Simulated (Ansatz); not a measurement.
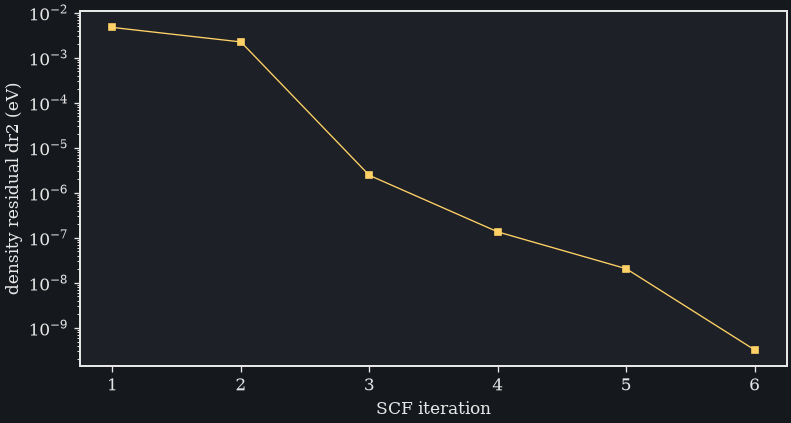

The plot shows the SCF iterations of a calculation: density residual dr2. The starting density is a sum of atomic densities corrected by a trained network.

TiAl (2 atoms in the cell), run with Ansatz.

```
crystal:
  lattice:
    - [2.7846141419, 0.0, 0.0]
    - [0.0, 2.7846141419, 0.0]
    - [0.0, 0.0, 4.0221256904]
  atoms:
    - { symbol: Ti, position: [0.5, 0.5, 0.5] }
    - { symbol: Al, position: [0.0, 0.0, 0.0] }
basis:
  ecutwfc: 420
kpoints:
  mp_grid: { grid: [14, 13, 11] }
hamiltonian:
  xc: pbe
scf:
  occupations: { method: gaussian, width: 0.1 }
  max_iter: 60
output:
  forces: true
  eigenvalues: true
  stress: true
```

Run as:
```bash
ansatz run input.yaml --threads 1 --pin off --max-ram 2560MiB --backend cpu --events-out ev --progress --plain --runs-dir out
```

How did this run end?

Converged, in 6 iterations. The residual falls at every step. The program put off closing at iteration 5, as it still lacked some of its checks.

Is anything amiss with this input?

The input holds an odd setting (a mesh that breaks the symmetry). The SCF closed; whether the result suffers can't be told from this run alone.
